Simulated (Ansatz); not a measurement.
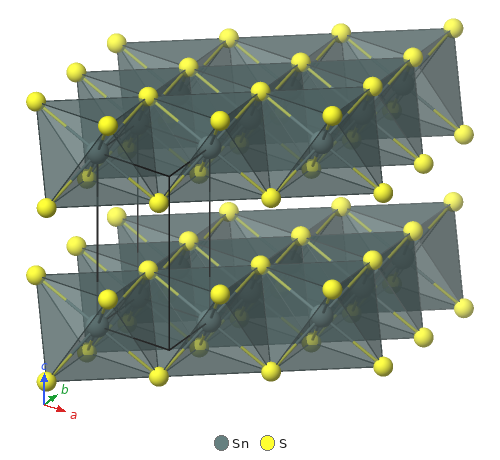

Polyhedra are drawn about Sn (bonds: S–Sn below 2.9 Å); other atoms are plain spheres.

SnS2 (space group P-3m1, No. 164): the geometry relaxed at a target pressure of 1 GPa with DFT PBEsol, scalar-relativistic, plane waves, PAW in Ansatz 0.2.0.

### What figure surrounds each Sn atom, and what does it share with the other drawn polyhedra?

Sn: SnS6 octahedron, sharing edges with six neighbours.

### How do these polyhedra hang together as a whole?

They form layers of edge-sharing octahedra parallel to (001).

### How far apart are the centres of linked polyhedra?

Centre to centre across a shared edge: 3.64 Å.
